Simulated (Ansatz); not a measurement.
Cu$_{3}$O$_{2}$

Input file:

```
crystal:
  lattice:
    - [-2.022982, 2.022982, 3.673617]
    - [2.022982, -2.022982, 3.673617]
    - [2.022982, 2.022982, -3.673617]
  atoms:
    - { symbol: Cu, position: [0.008646, 0.014122, 0.023824] }
    - { symbol: Cu, position: [0.730476, 0.247799, 0.488209] }
    - { symbol: Cu, position: [0.263405, 0.757175, 0.509104] }
    - { symbol: O, position: [0.504929, -0.003726, 0.501008] }
    - { symbol: O, position: [0.008464, 0.503083, 0.500197] }
hamiltonian:
  xc: pbesol
  pseudopotentials: { kind: paw }
kpoints:
  mp_grid: { grid: [9, 9, 9] }
scf:
  occupations: { method: fermi_dirac, width: 0.05 }
output:
  forces: true
  stress: true
  eigenvalues: true
  write_density: true
  write_potential: true
  elf: true
  volumetric_format: npy
```

Command:

```sh
ansatz run input.yaml --threads 2 --pin off --max-ram 5632MiB --backend cpu --events-out ev --progress --plain --runs-dir out
```

Below, planes, directions and counts refer to the conventional cell (a = 4.05 Å, b = 4.05 Å, c = 4.66 Å, α = 115.75°, β = 115.75°, γ = 90.00°).

Space group P1; a structure from a database of computed crystals, not necessarily the ambient phase; changed on purpose from its base cell (atoms moved at random by about 0.05 A); not relaxed (largest force 1.2 eV/Å); computed pressure about −5 GPa in this cell.

The calculation used Kohn-Sham DFT of a periodic cell, PBEsol, Ansatz PAW in Ansatz 0.2.0.

In a PAW calculation such maps are meaningful between the atoms, not at the nuclei.

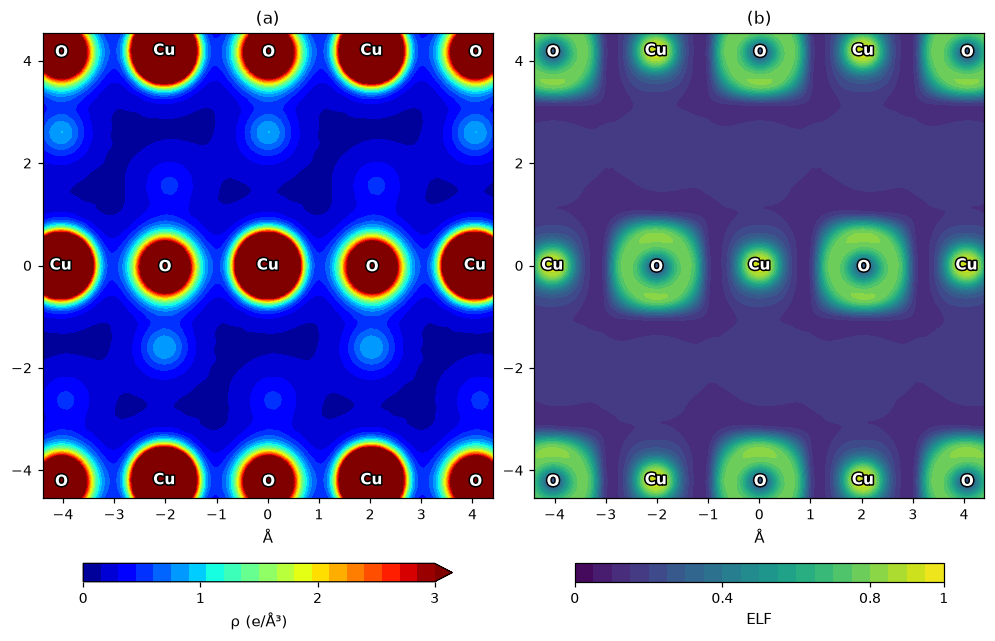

Figure 1. (a) valence pseudo-density; (b) electron localisation function on the (011̄) plane of the conventional cell.

Describe what can be read from this map.

Answer.
- The plane passes through Cu and O nuclei.
- Atoms just off the plane (Cu, 0.8 Å away) can leave unmarked features too.
- Cu–O (2.01 Å): ρ at the midpoint is about 0.56 e/Å³; the ELF peaks at about 0.75 in the valence shell of O, 0.6 Å from its nucleus, and is about 0.20 at the midpoint (no shared electron pair shows on this line).
- Between the atoms the lowest density in this plane is 0.1 e/Å³.
- The features right at Cu lie inside the PAW spheres, where the map follows smoothed inner orbitals and isn't to be read closely.

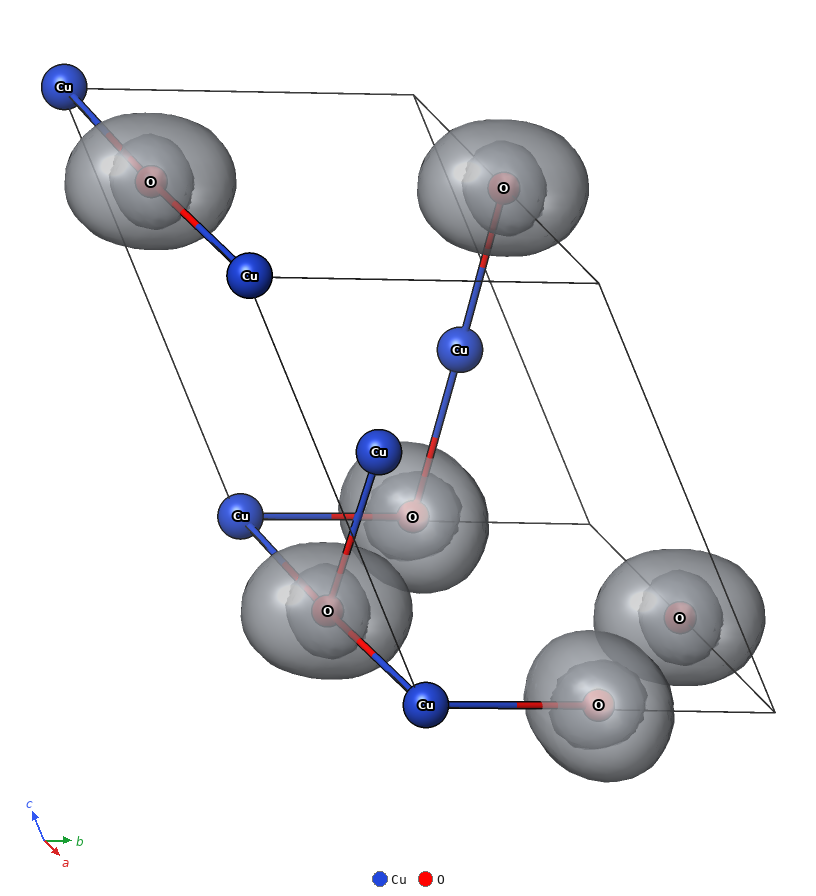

Figure 2. Isosurface of the ELF at 0.75 (grey), seen at an oblique angle. Only the valence region is drawn (cores and ρ < 0.01 e/Å³ removed). Sticks mark near contacts.

Where are the electrons localised?

Answer. The ELF exceeds this value in two regions wrapped around O (the valence shell of each), counted in one cell of 5 atoms. Any copies at cell faces, edges or corners count once. Profiles from the grid: Cu–O (1.80 Å): the ELF peaks at about 0.80 in the valence shell of O, 0.6 Å from its nucleus, and is about 0.25 at the midpoint: no localised pair shows between them. Cu–O (1.84 Å): the ELF peaks at about 0.80 in the valence shell of O, 0.6 Å from its nucleus, and is about 0.25 at the midpoint (no shared electron pair shows on this line).

Does the calculation make it a metal, or give it a gap?

Answer. It is metallic or semimetallic at this level of theory: no gap opens; semilocal functionals without U, or without the true magnetic order, often close the gap of such compounds.
